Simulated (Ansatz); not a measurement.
# Sn: what the fields show

```xyz
8
Lattice="6.5411 -0.0002 -0.0033 -0.0002 6.5465 -0.0010 -0.0033 -0.0010 6.5452" Properties=species:S:1:pos:R:3 pbc="T T T"
Sn    3.2690    6.5434   -0.0005
Sn   -0.0024    3.2731    6.5445
Sn    6.5364    0.0013    3.2712
Sn    3.2682    3.2708    3.2705
Sn    4.9049    1.6384    1.6317
Sn    1.6321    4.9113    1.6389
Sn    1.6338    1.6361    4.9097
Sn    4.9022    4.9095    4.9062
```

Space group P2₁; changed on purpose from its base cell (all atoms moved at random, sigma 0.4 A a component; relaxed back).

Computed with DFT PBEsol, scalar-relativistic, plane waves, PAW (Ansatz 0.2.0).

In a PAW calculation such maps are meaningful between the atoms, not at the nuclei.

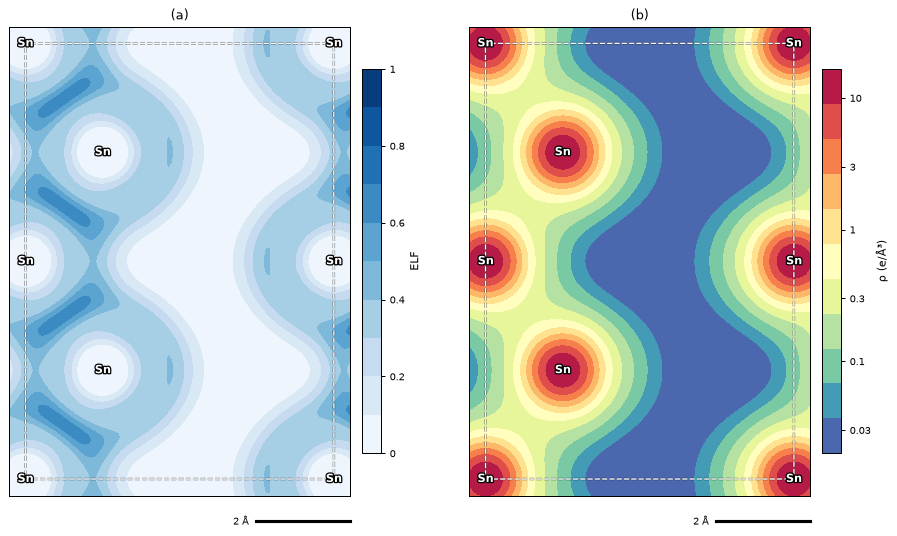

Figure 1. (a) ELF; (b) valence electron density on the (101̄) plane of the standardised cell.

Question: What does the map show?

Answer: Atoms in the plane: Sn.
Sn–Sn (2.83 Å): the density is about 0.35 e/Å³ at the midpoint; the ELF peaks at about 0.65 between the atoms.
Between the atoms the lowest density in this plane is 0.01 e/Å³.

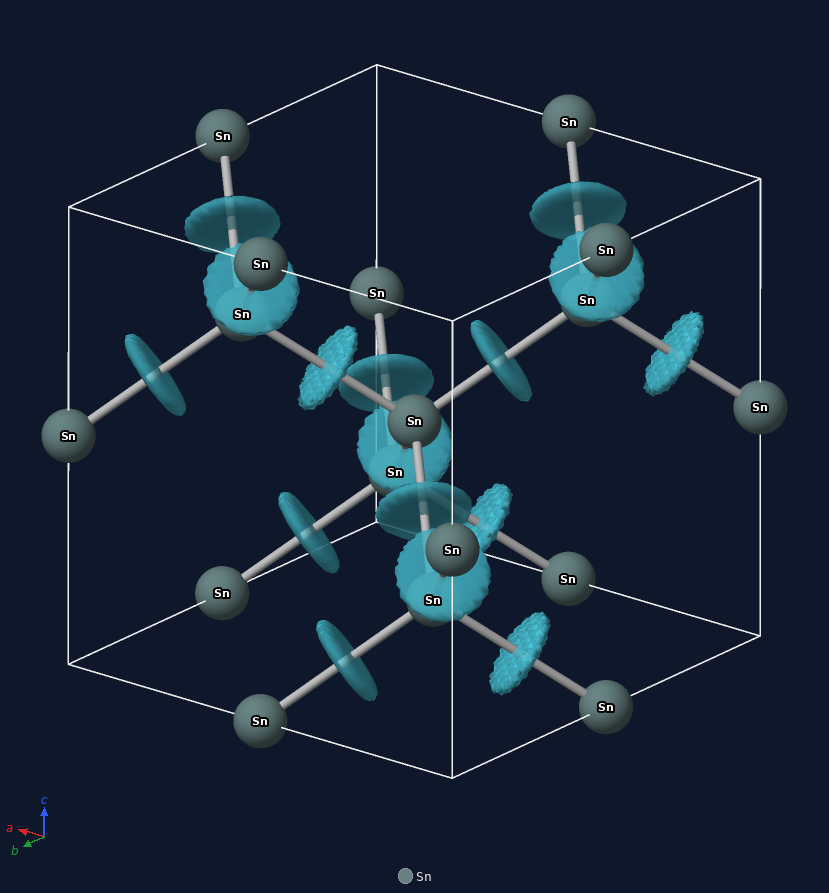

Figure 2. Isosurface of the ELF at 0.6 (cyan), seen at an oblique angle. Core shells and regions of very low density are left out. Sticks mark near contacts.

Question: Where are the electrons localised?

Answer: The ELF exceeds this value in 16 regions between bonded Sn–Sn atoms, counted in one cell of 8 atoms. Regions shared between cells count once.

Question: Does the calculation make it a metal, or give it a gap?

Answer: It is gapless in this calculation (a metal or semimetal).
